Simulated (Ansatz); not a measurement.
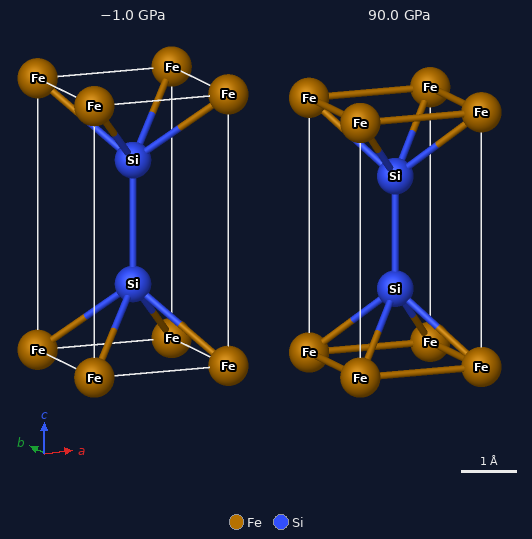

A crystal of FeSi₂ (set up in P4/mmm), relaxed (cell and atoms) at several target pressures. The picture shows the first and the last member. A ball-and-stick model of the cell of the calculation, seen slightly off an axis.

Computed with Ansatz 0.2.0: DFT PBEsol, scalar-relativistic, plane waves, PAW. Set-up: plane-wave cutoff 420 eV; k-point mesh 16 × 16 × 8 at −1.0 to 25.0, 16 × 16 × 10 at 50.0, 18 × 18 × 10 at 90.0 GPa; occupations gaussian; smearing width 0.1 eV; no spin polarisation; cell and atoms relaxed; force threshold 0.008 eV/Å.

| pressure (GPa) | volume (Å³/atom) | a (Å) | c (Å) |
| --- | --- | --- | --- |
| −1.0 | 12.254 | 2.681 | 5.113 |
| 0.0 | 12.191 | 2.676 | 5.106 |
| 1.0 | 12.128 | 2.671 | 5.100 |
| 4.0 | ? | ? | ? |
| 12.0 | 11.543 | 2.621 | 5.039 |
| 25.0 | 11.006 | 2.575 | 4.982 |
| 50.0 | 10.234 | 2.504 | 4.895 |
| 90.0 | 9.380 | 2.422 | 4.796 |

Question: Estimate the missing row from the others, and compare with the calculation.

Answer: Murnaghan's form V = V₀(1 + B′P/B₀)^(−1/B′), with V₀ = 12.191 Å³ from the row at zero pressure, fits the other rows with B₀ = 200 GPa and B′ = 3.83 (largest miss 0.007 Å³). At 4.0 GPa it gives 12.191 × (1 + 3.83 × 4.0/200)^(−1/3.83) = 11.958 Å³ per atom. The calculation gives 11.953 Å³/atom (a = 2.656 Å, c = 5.082 Å). The estimate is 0.005 Å³/atom too high. From the first member to the last: Si–Si 2.681 → 2.422 Å, Fe–Fe 2.681 → 2.422 Å, Si–Si 2.334 → 2.118 Å.

The whole series:

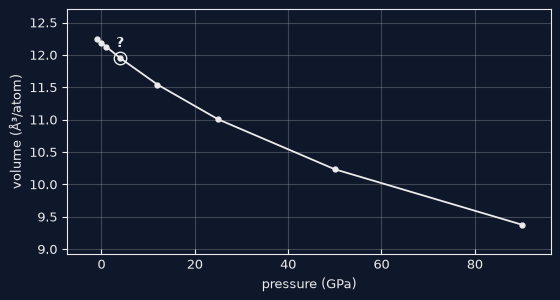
